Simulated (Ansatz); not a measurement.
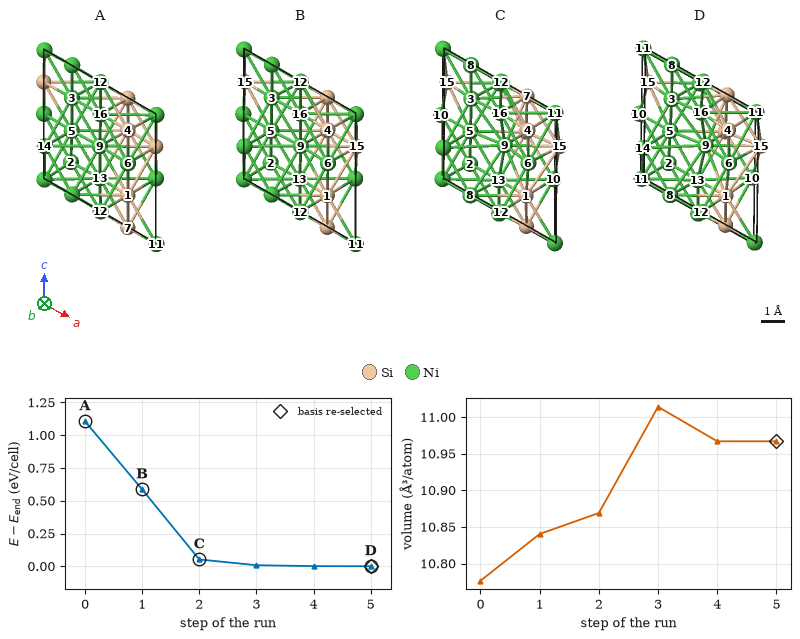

Frames of a relaxation of crystalline SiNi3 (a generated structure, set up in P1) (coarse preliminary run), marked on the history of the run. A ball-and-stick model of the cell of the calculation (origin shifted), seen along the b axis.

Case: Ni and Si exchanged on 2 pairs of sites drawn at random in a supercell of the crystal.

The calculation used DFT PBE, scalar-relativistic, plane waves, PAW in Ansatz. Settings: plane-wave cutoff 420 eV; k-point mesh 3 × 3 × 3; occupations gaussian; smearing width 0.1 eV; no spin polarisation; cell and atoms relaxed; force threshold 0.04 eV/Å; at most 50 steps.

Q: What happens along the run?

A: Over 4 accepted moves (5 points after the start) the energy falls by 1.106 eV per cell of the calculation. Largest force component: 1.9 eV/Å at the start, 0.024 eV/Å at the end. Pressure: 2.92 GPa at the start and 0.08 GPa at the end. The SCF was repeated once at an unchanged geometry on a basis and grid sized afresh for the cell, which shifted the energy by 1.1 meV per cell of the calculation at most. Ni9 moves most relative to the cell: 0.29 Å roughly along [3 3 2]. Largest moves by element: Ni 0.29 Å, Si 0.28 Å. Cell: a 6.073 → 6.130 Å (+0.9 %), b 6.073 → 6.141 Å (+1.1 %), c 6.073 → 6.151 Å (+1.3 %), α 109.5° → 110.8°, β 109.5° → 107.7°, γ 109.5° → 111.1°. Volume +1.8 %. Among the contacts that change: Si4–Si15 2.462 → 2.988 Å, Ni9–Ni14 2.438 → 2.763 Å, Si4–Si7 2.482 → 2.803 Å, Si7–Si15 2.470 → 2.720 Å. The space group stays P1 (No. 1). The run took 97 s on 4 threads of Arm Neoverse V1, on a shared host, peak memory 0.93 GiB. From step 0 to 1: Si15 moves most (0.07 Å), volume +0.6 %, energy −0.520 eV per cell of the calculation. From step 1 to 2: Ni9 moves most (0.20 Å), volume +0.3 %, energy −0.534 eV per cell of the calculation. From step 2 to 5: Ni10 moves most (0.09 Å), volume +0.9 %, energy −52.2 meV per cell of the calculation.

Limits of the set-up: an element that often carries a moment was run without spin polarisation.
